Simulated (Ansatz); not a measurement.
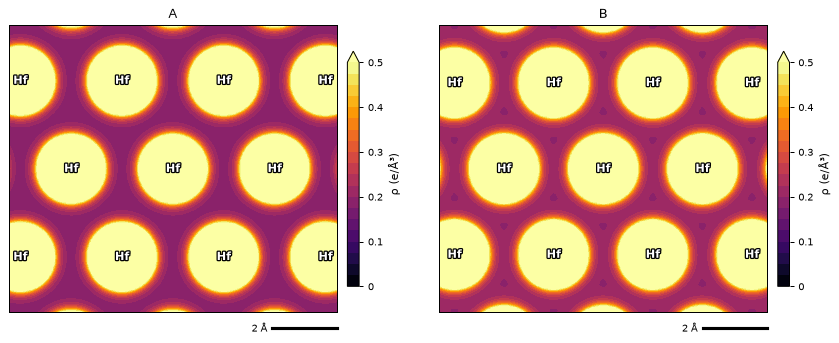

Hf. The valence charge density (pseudo) of two cells that differ in size, on the (111) plane of each (indices in the axes of the calculation cell), at one length scale and on one colour scale: A has 22.4 Å³ an atom and B 20.7.

Level of theory: Ansatz, DFT, LDA (PW92), plane waves (420 eV) with PAW, scalar-relativistic.

The density is the valence pseudo-density of a PAW calculation; it isn't the true density close to the nuclei.

What does the compression do to the bonding and the properties?

Answer. From the larger cell to the smaller, Hf–Hf goes from 3.16 to 3.08 Å, and the density at its midpoint from 0.19 to 0.21 e/Å³; the pressure goes from −8 to 0.2 GPa.
